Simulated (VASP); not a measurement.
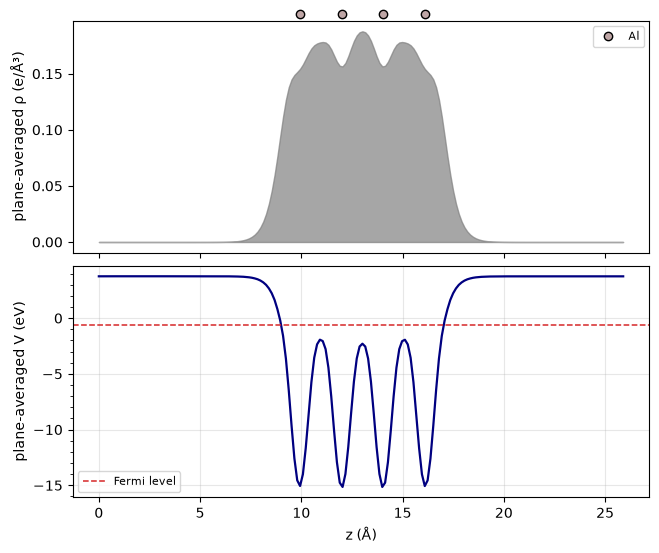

Figure 1: Al (slab). Plane average of the electrostatic potential energy of an electron and of the valence pseudo-density across the slab. Circles mark the heights of the atoms.

These are results of VASP 6.6.1, Kohn-Sham DFT of a periodic cell, PBE, VASP PAW PBE potentials, recommended, not measurements.

The density is the valence pseudo-density of a PAW calculation; it isn't the true density close to the nuclei.

> How far above the Fermi level of the calculation is the vacuum level?

4.3 eV.

> How thick is the slab, and how wide the vacuum?

The outermost nuclei are 6.2 Å apart, in 4 atomic planes; the vacuum between periodic images is 19.8 Å wide.
